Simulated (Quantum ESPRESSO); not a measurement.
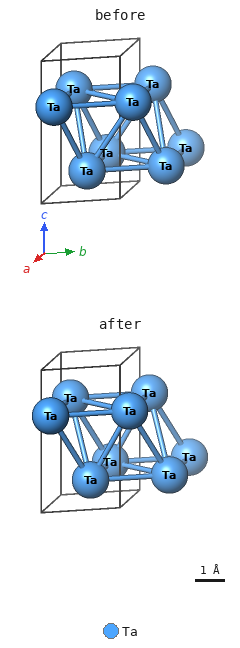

The structure of a crystal of Ta (set up in Cmcm) before (top) and after (bottom) a relaxation, at one scale.

A ball-and-stick model of the cell of the calculation, repeated 2 × 2 × 1 with one cell outlined, seen slightly off an axis.

The run lets the atoms move in a fixed cell. The cell is held at a strain of −1.0 % (uniaxial x).

All numbers below come from Quantum ESPRESSO, Kohn-Sham DFT of a periodic cell, PBEsol, GBRV 1.5 PBEsol.

The input:
```
&CONTROL
  calculation = 'relax'
  prefix = 'pwscf'
  outdir = './tmp'
  pseudo_dir = './pseudo'
  tprnfor = .true.
  tstress = .true.
  disk_io = 'low'
  nstep = 40
  forc_conv_thr = 0.0004
  etot_conv_thr = 1d-05
/
&SYSTEM
  ibrav = 0
  celldm(1) = 8
  nat = 2
  ntyp = 1
  ecutwfc = 56
  ecutrho = 448
  nbnd = 20
  occupations = 'smearing'
  smearing = 'fd'
  degauss = 0.00367493
/
&ELECTRONS
  conv_thr = 4d-10
  electron_maxstep = 120
  mixing_beta = 0.5
/
&IONS
  ion_dynamics = 'bfgs'
/
ATOMIC_SPECIES
Ta   180.9479 ta_pbesol_v1.uspp.F.UPF
CELL_PARAMETERS alat
  0.6782624735011   0.0000000000000   0.0000000000000
 -0.3391312367388   0.5933257903845   0.0000000000000
  0.0000000000000   0.0000000000000   1.2203553680969
ATOMIC_POSITIONS crystal
Ta     0.3333333333    0.6666666667    0.2500000000
Ta     0.6666666667    0.3333333333    0.7500000000
K_POINTS automatic
11 11 5 0 0 0
```

Run as
```bash
OMP_NUM_THREADS=1 mpirun -n 2 pw.x -nk 2 -in pw.in > pw.out
```

**What changed between the two?**

After 35 geometry steps the energy has fallen by 7.9 meV per atom. Largest force component: 0.045 eV/Å at the start, 0.0015 eV/Å at the end. The largest moves, 0.13 Å, are those of Ta atoms. The cell stays as it was. Near-neighbour distances that change, for instance: Ta–Ta 3.078 → 2.947 Å, Ta–Ta 3.072 → 3.151 Å. The space group stays Cmcm (No. 63).
